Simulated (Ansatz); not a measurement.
```
Ti Al
1.0
     2.86726    0.00000    0.00000
    -1.43363    2.48312    0.00000
     0.00000    0.00000    4.67808
Ti Al
1 1
Direct
  0.00000 0.00000 0.00000
  0.33333 0.66667 0.50000
```

Space group P-6m2; a structure from a database of computed crystals, not necessarily the ambient phase; computed without spin polarisation.

Method: DFT r2SCAN, scalar-relativistic, plane waves, PAW (Ansatz).

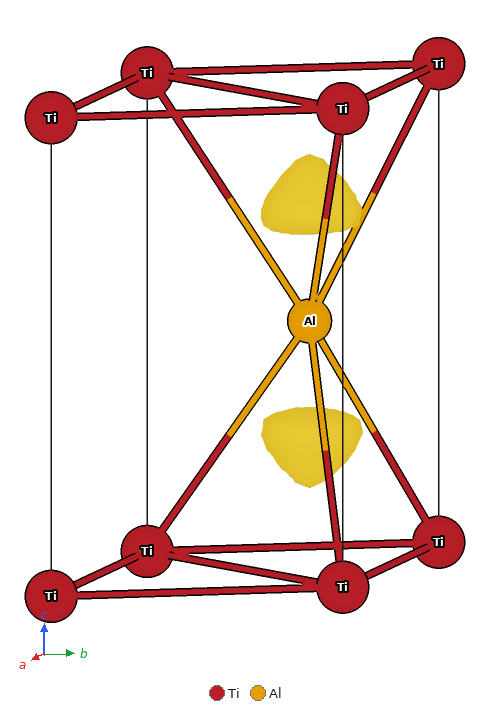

TiAl. Isosurface of the ELF at 0.75 (yellow), seen slightly off an axis. Only the valence region is drawn (cores and ρ < 0.01 e/Å³ removed). Sticks mark near contacts.

Core electrons are frozen (PAW), and the valence fields are smoothed inside the atomic spheres.

**What do the ELF domains correspond to?**

The ELF exceeds this value in two pockets between the atoms, centred on no nucleus (multi-centre or interstitial), counted in one cell of 2 atoms. Any copies at cell faces, edges or corners count once. Along the contacts the grid gives the following. Ti–Al (2.87 Å): the ELF is about 0.40 at the midpoint. Ti–Ti (2.87 Å): the ELF is about 0.25 at the midpoint (no shared electron pair shows on this line).

**Does the calculation give a band gap?**

It is gapless in this calculation (a metal or semimetal).
